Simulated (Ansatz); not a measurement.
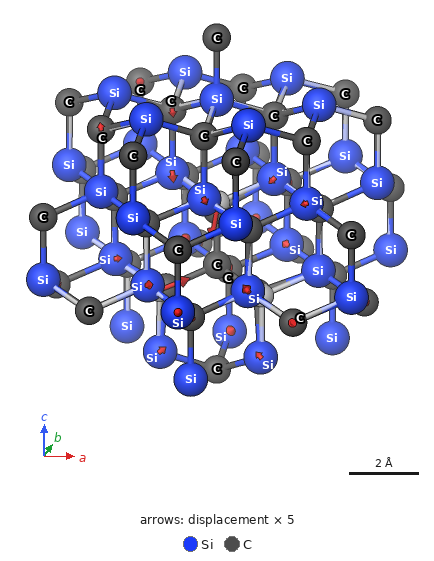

This is a relaxation of a defect cell of composition Si₄₇C₄₉ (cell charge −1). The starting structure is drawn faded, the final one solid; red arrows show the displacements, magnified 5 times.

The picture is a ball-and-stick view of the atoms within 5.8 Å of the atom that moves most (axes of the cell of the calculation (origin shifted)), seen slightly off an axis.

The atoms of the start lie slightly off their symmetric places, so part of the fall in energy undoes that.

The calculation used DFT, PBEsol, PAW, plane waves (Ansatz). Set-up: plane-wave cutoff 420 eV; k-point mesh 1 × 1 × 1; mesh shifted by (0.25, 0.25, 0.25); collinear spin; atoms relaxed in a fixed cell; force threshold 0.03 eV/Å; at most 80 steps.

Q: Which element moves most?

A: Carbon: up to 0.25 Å, against 0.08 Å for silicon.

Q: What did the optimiser do to the structure, and how much energy did it gain?

A: A C atom moves most: 0.25 Å roughly along [−1 0 −3]. Largest moves by element: C 0.25 Å, Si 0.08 Å. The lattice vectors keep their values. Among the contacts that change: C–C 1.910 → 1.663 Å, C–C 1.886 → 1.662 Å, C–C 1.852 → 1.654 Å, C–Si 1.833 → 1.927 Å. Among the angles between lasting bonds that change: Si–C–Si 113.0° → 103.8°, Si–C–Si 111.2° → 104.2°, Si–C–Si 112.8° → 106.0°. After 5 geometry steps the energy has fallen by 2.635 eV per cell of the calculation. Largest force component: 2.4 eV/Å at the start, 0.0037 eV/Å at the end.

Limits of the set-up: the cell is charged, on a uniform background, and energies carry no finite-size correction.
